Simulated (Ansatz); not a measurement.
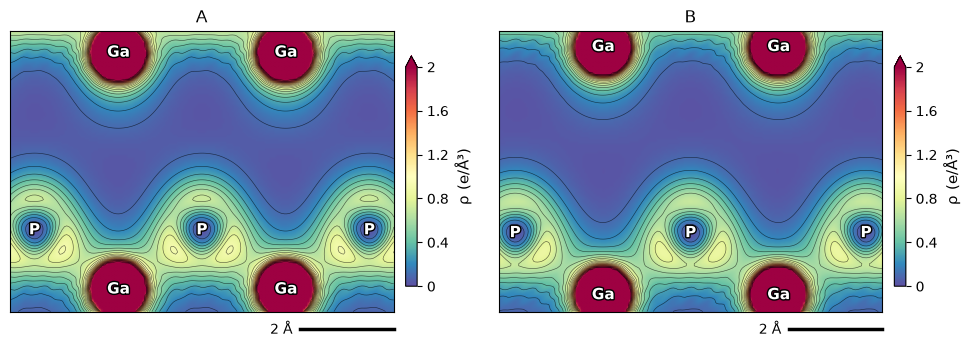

GaP. The valence electron density of two cells that differ in size, on the (11̄0) plane of each (indices in the axes of the calculation cell), at one length scale and on one colour scale: B has 18.6 Å³ an atom and A 16.2.

Theory: Ansatz, DFT HSE06, scalar-relativistic, plane waves, PAW.

Core electrons are frozen (PAW), and the valence fields are smoothed inside the atomic spheres.

The larger cell:

```yaml
crystal:
  lattice:
    - [0.00000, 2.65030, 2.65030]
    - [2.65030, 0.00000, 2.65030]
    - [2.65030, 2.65030, 0.00000]
  atoms:
    - { symbol: Ga, position: [0.00000, 0.00000, 0.00000] }
    - { symbol: P, position: [0.25000, 0.25000, 0.25000] }
```

The smaller cell: a = 3.577 Å, b = 3.577 Å, c = 3.577 Å, α = 60.00°, β = 60.00°, γ = 60.00°.

Question: What changes from the larger cell to the smaller?

Answer: From the larger cell to the smaller, Ga–P goes from 2.30 to 2.19 Å, and the density at its midpoint from 0.61 to 0.72 e/Å³; the pressure goes from 10 to 33 GPa; the Kohn–Sham gap goes from 2.1 eV to 1.7 eV.
